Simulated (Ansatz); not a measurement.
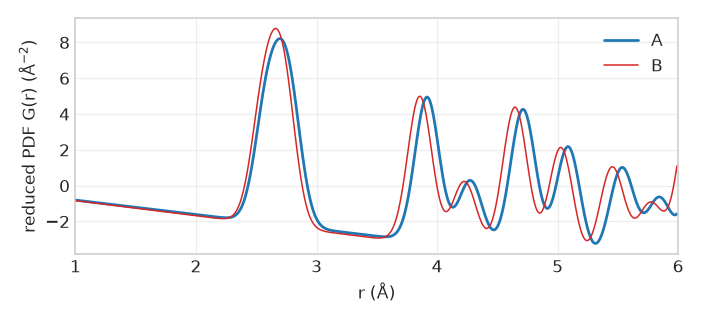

Each curve is a calculated X-ray PDF: distances of the static structure, each pair weighted by the product of the atomic numbers (X-ray weights at Q = 0), broadened by Gaussians with σ = 0.10 Å. Both curves are of Os in space group Cmcm, for two cells of different size. A: coordinates from a relaxation with DFT, RPBE, plane waves (420 eV) with PAW, scalar-relativistic (Ansatz 0.2.0); the starting structure was generated, so it need not be a known form of this composition; B: the geometry relaxed with Ansatz, DFT, PBEsol, plane waves (420 eV) with PAW, scalar-relativistic; the starting structure was generated, so it need not be a known form of this composition.

How does the volume of B compare with that of A?

Cell A is larger: the volume of B is 4.0 % below that of A (15.59 and 14.97 Å³ per atom), a mean linear change of -1.3 %. The shortest distance is 2.591 Å in A and 2.563 Å in B.

Give both cells.

Cell A: a = 2.799 Å, b = 8.080 Å, c = 2.758 Å, α = 90.00°, β = 90.00°, γ = 90.00°
Cell B: a = 2.754 Å, b = 7.991 Å, c = 2.721 Å, α = 90.00°, β = 90.00°, γ = 90.00°
